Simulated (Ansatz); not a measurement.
System: CdF₂, space group Fm-3m (No. 225).

Starting cell:
```
CELL_PARAMETERS angstrom
0.00000 2.69400 2.69400
2.69400 0.00000 2.69400
2.69400 2.69400 0.00000
ATOMIC_POSITIONS crystal
Cd 0.00000 0.00000 0.00000
F 0.25000 0.25000 0.25000
F 0.75000 0.75000 0.75000
```

How it was computed, with Ansatz 0.2.0: all atoms of one element of a crystal moved along a line, all else fixed, by plane-wave density functional theory with PAW datasets, free energies less that of the undisturbed cell; scalar-relativistic. Level: r2SCAN, no spin polarisation.

- wave cutoff: 500 eV
- k mesh: 8×8×8
- occupations: Gaussian
- smearing width: 0.05 eV
- k shift: (0, 0, 0) (mesh steps)
- start: as given
- moved element: Cd
- direction: (0, 1, 0) (Cartesian unit vector)

The points at displacement −0.075, −0.025, 0.05 and 0.1 follow from computed ones by symmetry.

Describe the result: the energy change and force along the direction (sum over moved atoms) against displacement. The displacement takes the values −0.1000, −0.0750, −0.0500, −0.0250, 0.0000, 0.0125, 0.0250, 0.0375, 0.0500, 0.0625, 0.0750, 0.0875, 0.1000 Å.

The energy change is 0.0264 eV/cell at displacement −0.1000 Å and 0.0264 eV/cell at 0.1000 Å; the lowest computed point is at displacement 0.0000 Å (0.0000 eV/cell), and no other minimum shows. The force along the direction (sum over moved atoms) falls from 0.53 eV/Å at displacement −0.1000 Å to −0.53 eV/Å at 0.1000 Å, and changes sign near 0.000 Å. The harmonic force constant k (E = k x²/2 near the start) is 5.27 eV/Å².

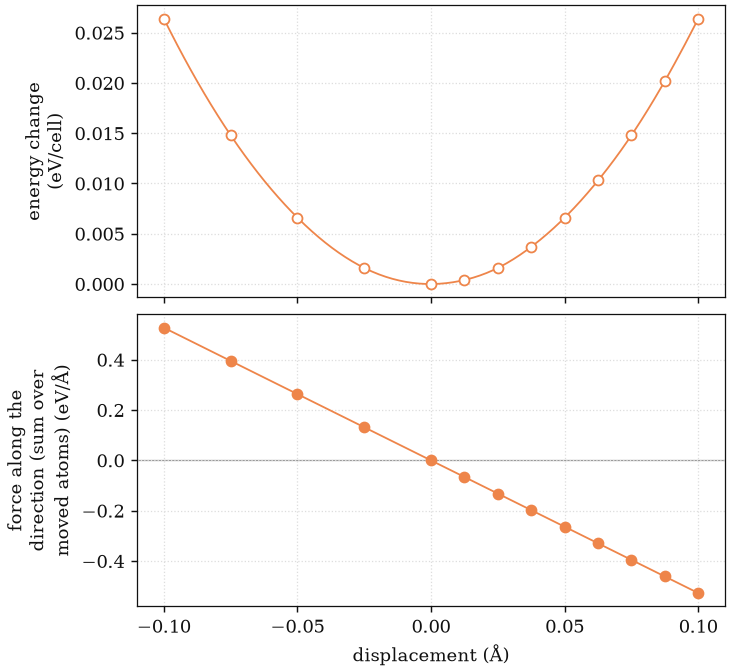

Limits of the calculation: reference crystal is not relaxed.
